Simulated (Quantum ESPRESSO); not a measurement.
# Mg: projected density-of-states run (part 1 of 2)

- system: Mg (Fm-3m, 1 atom in the cell)
- method: Kohn-Sham DFT of a periodic cell, PBE with D3, SG15 PBE 1.2 (Quantum ESPRESSO 7.5)

The structure derives from a Materials Project entry. The geometry was changed: volume scaled by 1.15.

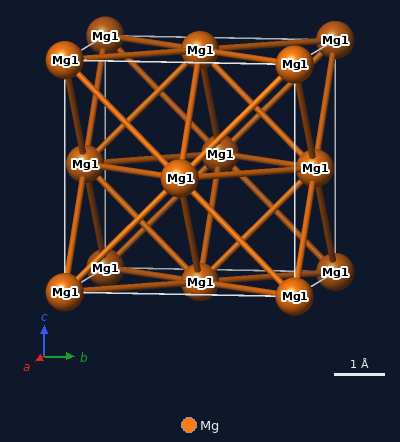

*The input geometry (ball-and-stick view of the cell 4 times as large as that of the calculation, set on its symmetry axes, seen slightly off an axis; atoms are numbered from 1 in the order of the input).*

What the run reported:

- outcome: refused by the program
- space group (tolerance 0.01 Å): Fm-3m (225)
- electrons treated: 10
- free energy: −1478.4425 eV
- Fermi energy: 5.209 eV
- gap on the k-point mesh: none (metallic)
- pressure: −4.15 GPa
- largest force (length of the vector): under 0.001 eV/Å
- hardware: 1 thread of Arm Neoverse V2, 24 GiB of memory available, shared host

Diagnosis:

The program refused the input: “projwave (1): Cannot project on zero atomic wavefunctions!”

Input:
```
&CONTROL
  calculation = 'scf'
  prefix = 'pwscf'
  outdir = './tmp'
  pseudo_dir = './pseudo'
  tprnfor = .true.
  tstress = .true.
  disk_io = 'low'
/
&SYSTEM
  space_group = 225
  A = 4.70256713
  nat = 1
  ntyp = 1
  ecutwfc = 70
  nbnd = 10
  occupations = 'smearing'
  smearing = 'fd'
  degauss = 0.00183747
  vdw_corr = 'grimme-d3'
  dftd3_version = 3
/
&ELECTRONS
  conv_thr = 2d-10
  electron_maxstep = 120
  mixing_beta = 0.5
/
ATOMIC_SPECIES
Mg    24.3050 Mg_ONCV_PBE-1.2.upf
ATOMIC_POSITIONS crystal_sg
Mg     0.0000000000    0.0000000000    0.0000000000
K_POINTS automatic
10 10 10 0 0 0
```

File pp_density.in:
```
&INPUTPP
  prefix = 'pwscf'
  outdir = './tmp'
  filplot = 'density.dat'
  plot_num = 0
/
&PLOT
  nfile = 1
  filepp(1) = 'density.dat'
  iflag = 3
  output_format = 6
  fileout = 'density.cube'
/
```

File pp_potential.in:
```
&INPUTPP
  prefix = 'pwscf'
  outdir = './tmp'
  filplot = 'potential.dat'
  plot_num = 11
/
&PLOT
  nfile = 1
  filepp(1) = 'potential.dat'
  iflag = 3
  output_format = 6
  fileout = 'potential.cube'
/
```

File pp_elf.in:
```
&INPUTPP
  prefix = 'pwscf'
  outdir = './tmp'
  filplot = 'elf.dat'
  plot_num = 8
/
&PLOT
  nfile = 1
  filepp(1) = 'elf.dat'
  iflag = 3
  output_format = 6
  fileout = 'elf.cube'
/
```

File nscf.in:
```
&CONTROL
  calculation = 'nscf'
  prefix = 'pwscf'
  outdir = './tmp'
  pseudo_dir = './pseudo'
  disk_io = 'low'
/
&SYSTEM
  space_group = 225
  A = 4.70256713
  nat = 1
  ntyp = 1
  ecutwfc = 70
  nbnd = 10
  occupations = 'tetrahedra_opt'
  vdw_corr = 'grimme-d3'
  dftd3_version = 3
/
&ELECTRONS
  conv_thr = 1d-08
  electron_maxstep = 120
  mixing_beta = 0.5
/
ATOMIC_SPECIES
Mg    24.3050 Mg_ONCV_PBE-1.2.upf
ATOMIC_POSITIONS crystal_sg
Mg     0.0000000000    0.0000000000    0.0000000000
K_POINTS automatic
15 15 15 0 0 0
```

File projwfc.in:
```
&PROJWFC
  prefix = 'pwscf'
  outdir = './tmp'
  filpdos = 'p'
  Emin = -10
  Emax = 15
  DeltaE = 0.05
/
```

Launched with:
```bash
OMP_NUM_THREADS=1 pw.x -in pw.in > pw.out
OMP_NUM_THREADS=1 pp.x -in pp_density.in > pp_density.out
OMP_NUM_THREADS=1 pp.x -in pp_potential.in > pp_potential.out
OMP_NUM_THREADS=1 pp.x -in pp_elf.in > pp_elf.out
OMP_NUM_THREADS=1 pw.x -in nscf.in > nscf.out
OMP_NUM_THREADS=1 projwfc.x -in projwfc.in > projwfc.out
```

Output:
```
This program is part of the open-source Quantum ESPRESSO suite
     for quantum simulation of materials; please cite
         "P. Giannozzi et al., J. Phys.:Condens. Matter 21 395502 (2009);
         "P. Giannozzi et al., J. Phys.:Condens. Matter 29 465901 (2017);
         "P. Giannozzi et al., J. Chem. Phys. 152 154105 (2020);
          URL
     in publications or presentations arising from this work. More details at

     G-vector sticks info
     --------------------
     sticks:   dense  smooth     PW     G-vecs:    dense   smooth      PW
     Sum         757     757    241                13851    13851    2421

     Using Slab Decomposition

     bravais-lattice index     =            2
     lattice parameter (alat)  =       8.8866  a.u.
     unit-cell volume          =     175.4453 (a.u.)^3
     number of atoms/cell      =            1
     number of atomic types    =            1
     number of electrons       =        10.00
     number of Kohn-Sham states=           10
     kinetic-energy cutoff     =      70.0000  Ry
     charge density cutoff     =     280.0000  Ry
     scf convergence threshold =      2.0E-10
     mixing beta               =       0.5000
     number of iterations used =            8  plain     mixing
     Exchange-correlation= PBE
                           (   1   4   3   4   0   0   0)

     celldm(1)=   8.886564  celldm(2)=   0.000000  celldm(3)=   0.000000
     celldm(4)=   0.000000  celldm(5)=   0.000000  celldm(6)=   0.000000

     crystal axes: (cart. coord. in units of alat)
               a(1) = (  -0.500000   0.000000   0.500000 )
               a(2) = (   0.000000   0.500000   0.500000 )
               a(3) = (  -0.500000   0.500000   0.000000 )

     reciprocal axes: (cart. coord. in units 2 pi/alat)
               b(1) = ( -1.000000 -1.000000  1.000000 )
               b(2) = (  1.000000  1.000000  1.000000 )
               b(3) = ( -1.000000  1.000000 -1.000000 )

     PseudoPot. # 1 for Mg read from file:
     Mg_ONCV_PBE-1.2.upf
     Pseudo is Norm-conserving, Zval = 10.0
     Generated using ONCVPSP code by D. R. Hamann
     Using radial grid of  602 points,  4 beta functions with:
                l(1) =   0
                l(2) =   0
                l(3) =   1
                l(4) =   1

     atomic species   valence    mass     pseudopotential
     Mg               10.00    24.30500     Mg( 1.00)

     48 Sym. Ops., with inversion, found

   Cartesian axes

     site n.     atom                  positions (alat units)
         1        Mg     tau(   1) = (   0.0000000   0.0000000   0.0000000  )

     --------------------------------------------
     DFT-D3 Dispersion Correction (3-body terms):
     --------------------------------------------
       Reference C6 values for interpolation:

         atom   Coordination number   C6
         Mg         0.000          1366.75
         Mg         0.963           902.54
         Mg         1.950           351.12

       Values used:

         atom   Coordination number  R0_AB[au]  C6      C8
         Mg         6.219            3.292    351.12  31436.69

         Molecular C6 ( Ry / a.u.^6 ) =       351.12

     number of k points=    47  Fermi-Dirac smearing, width (Ry)=  0.0018
                       cart. coord. in units 2pi/alat
        k(    1) = (   0.0000000   0.0000000   0.0000000), wk =   0.0020000
        k(    2) = (  -0.1000000   0.1000000  -0.1000000), wk =   0.0160000
        k(    3) = (  -0.2000000   0.2000000  -0.2000000), wk =   0.0160000
        k(    4) = (  -0.3000000   0.3000000  -0.3000000), wk =   0.0160000
        k(    5) = (  -0.4000000   0.4000000  -0.4000000), wk =   0.0160000
        k(    6) = (   0.5000000  -0.5000000   0.5000000), wk =   0.0080000
        k(    7) = (   0.0000000   0.2000000   0.0000000), wk =   0.0120000
        k(    8) = (  -0.1000000   0.3000000  -0.1000000), wk =   0.0480000
        k(    9) = (  -0.2000000   0.4000000  -0.2000000), wk =   0.0480000
        k(   10) = (  -0.3000000   0.5000000  -0.3000000), wk =   0.0480000
        k(   11) = (   0.6000000  -0.4000000   0.6000000), wk =   0.0480000
        k(   12) = (   0.5000000  -0.3000000   0.5000000), wk =   0.0480000
        k(   13) = (   0.4000000  -0.2000000   0.4000000), wk =   0.0480000
        k(   14) = (   0.3000000  -0.1000000   0.3000000), wk =   0.0480000
        k(   15) = (   0.2000000   0.0000000   0.2000000), wk =   0.0240000
        k(   16) = (   0.0000000   0.4000000   0.0000000), wk =   0.0120000
        k(   17) = (  -0.1000000   0.5000000  -0.1000000), wk =   0.0480000
        k(   18) = (  -0.2000000   0.6000000  -0.2000000), wk =   0.0480000
        k(   19) = (   0.7000000  -0.3000000   0.7000000), wk =   0.0480000
        k(   20) = (   0.6000000  -0.2000000   0.6000000), wk =   0.0480000
        k(   21) = (   0.5000000  -0.1000000   0.5000000), wk =   0.0480000
        k(   22) = (   0.4000000   0.0000000   0.4000000), wk =   0.0240000
        k(   23) = (   0.0000000   0.6000000   0.0000000), wk =   0.0120000
        k(   24) = (  -0.1000000   0.7000000  -0.1000000), wk =   0.0480000
        k(   25) = (   0.8000000  -0.2000000   0.8000000), wk =   0.0480000
        k(   26) = (   0.7000000  -0.1000000   0.7000000), wk =   0.0480000
        k(   27) = (   0.6000000  -0.0000000   0.6000000), wk =   0.0240000
        k(   28) = (   0.0000000   0.8000000   0.0000000), wk =   0.0120000
        k(   29) = (   0.9000000  -0.1000000   0.9000000), wk =   0.0480000
        k(   30) = (   0.8000000   0.0000000   0.8000000), wk =   0.0240000
        k(   31) = (   0.0000000  -1.0000000   0.0000000), wk =   0.0060000
        k(   32) = (  -0.2000000   0.4000000   0.0000000), wk =   0.0480000
        k(   33) = (  -0.3000000   0.5000000  -0.1000000), wk =   0.0960000
        k(   34) = (   0.6000000  -0.4000000   0.8000000), wk =   0.0960000
        k(   35) = (   0.5000000  -0.3000000   0.7000000), wk =   0.0480000
        k(   36) = (  -0.2000000   0.6000000   0.0000000), wk =   0.0480000
        k(   37) = (   0.7000000  -0.3000000   0.9000000), wk =   0.0960000
        k(   38) = (   0.6000000  -0.2000000   0.8000000), wk =   0.0960000
        k(   39) = (   0.5000000  -0.1000000   0.7000000), wk =   0.0960000
        k(   40) = (   0.4000000   0.0000000   0.6000000), wk =   0.0480000
        k(   41) = (   0.8000000  -0.2000000   1.0000000), wk =   0.0480000
        k(   42) = (   0.7000000  -0.1000000   0.9000000), wk =   0.0960000
        k(   43) = (   0.6000000   0.0000000   0.8000000), wk =   0.0480000
        k(   44) = (  -0.2000000  -1.0000000   0.0000000), wk =   0.0240000
        k(   45) = (   0.6000000  -0.2000000   1.0000000), wk =   0.0480000
        k(   46) = (   0.5000000  -0.1000000   0.9000000), wk =   0.0480000
        k(   47) = (  -0.4000000  -1.0000000   0.0000000), wk =   0.0240000

     Dense  grid:    13851 G-vectors     FFT dimensions: (  36,  36,  36)

     Initial potential from superposition of free atoms

     starting charge       9.9346, renormalised to      10.0000
     Starting wfcs are random

     Self-consistent Calculation

     iteration #  1     ecut=    70.00 Ry     beta= 0.50
     Davidson diagonalization with overlap
     ethr =  1.00E-02,  avg # of iterations =  7.1

     Threshold (ethr) on eigenvalues was too large:
     Diagonalizing with lowered threshold

     Davidson diagonalization with overlap
     ethr =  1.27E-04,  avg # of iterations =  3.4

     total energy              =    -108.66354072 Ry
     estimated scf accuracy    <       0.01052696 Ry

     iteration #  2     ecut=    70.00 Ry     beta= 0.50
     Davidson diagonalization with overlap
     ethr =  1.05E-04,  avg # of iterations =  1.0

     total energy              =    -108.66339711 Ry
     estimated scf accuracy    <       0.00164199 Ry

     iteration #  3     ecut=    70.00 Ry     beta= 0.50
     Davidson diagonalization with overlap
     ethr =  1.64E-05,  avg # of iterations =  2.0

     total energy              =    -108.66351362 Ry
     estimated scf accuracy    <       0.00006557 Ry

     iteration #  4     ecut=    70.00 Ry     beta= 0.50
     Davidson diagonalization with overlap
     ethr =  6.56E-07,  avg # of iterations =  2.2

     total energy              =    -108.66351704 Ry
     estimated scf accuracy    <       0.00000023 Ry

     iteration #  5     ecut=    70.00 Ry     beta= 0.50
     Davidson diagonalization with overlap
     ethr =  2.32E-09,  avg # of iterations =  2.0

     total energy              =    -108.66351713 Ry
     estimated scf accuracy    <       0.00000003 Ry

     iteration #  6     ecut=    70.00 Ry     beta= 0.50
     Davidson diagonalization with overlap
     ethr =  3.48E-10,  avg # of iterations =  2.0

     total energy              =    -108.66351713 Ry
     estimated scf accuracy    <          1.1E-09 Ry

     iteration #  7     ecut=    70.00 Ry     beta= 0.50
     Davidson diagonalization with overlap
     ethr =  1.07E-11,  avg # of iterations =  2.0

     End of self-consistent calculation

          k = 0.0000 0.0000 0.0000 (  1807 PWs)   bands (ev):

   -71.0774 -37.8266 -37.8266 -37.8266  -1.2862  16.7617  16.7617  16.7617
    18.0363  18.0363

          k =-0.1000 0.1000-0.1000 (  1750 PWs)   bands (ev):

   -71.0765 -37.8284 -37.8269 -37.8269  -1.0812  14.1987  16.2355  16.2355
    18.1657  18.9034

          k =-0.2000 0.2000-0.2000 (  1754 PWs)   bands (ev):

   -71.0762 -37.8332 -37.8276 -37.8276  -0.4691  11.1475  15.6627  15.6627
    17.7851  19.2066

          k =-0.3000 0.3000-0.3000 (  1736 PWs)   bands (ev):

   -71.0755 -37.8391 -37.8285 -37.8285   0.5429   8.3476  15.3928  15.3928
    17.5654  17.7862

          k =-0.4000 0.4000-0.4000 (  1730 PWs)   bands (ev):

   -71.0751 -37.8438 -37.8292 -37.8292   1.9433   5.8657  15.4576  15.4576
    16.6747  16.6748

          k = 0.5000-0.5000 0.5000 (  1718 PWs)   bands (ev):

   -71.0748 -37.8457 -37.8295 -37.8295   3.6233   3.8243  15.7628  15.7628
    16.0186  16.0186

          k = 0.0000 0.2000 0.0000 (  1744 PWs)   bands (ev):

   -71.0764 -37.8283 -37.8273 -37.8273  -1.0130  15.1750  15.1750  15.1890
    17.2849  19.2274

          k =-0.1000 0.3000-0.1000 (  1746 PWs)   bands (ev):

   -71.0762 -37.8319 -37.8281 -37.8278  -0.5369  12.2646  14.4303  15.3271
    17.3370  17.8179

          k =-0.2000 0.4000-0.2000 (  1724 PWs)   bands (ev):

   -71.0754 -37.8373 -37.8291 -37.8287   0.3413   9.4028  14.0293  14.9965
    15.7969  19.4883
```
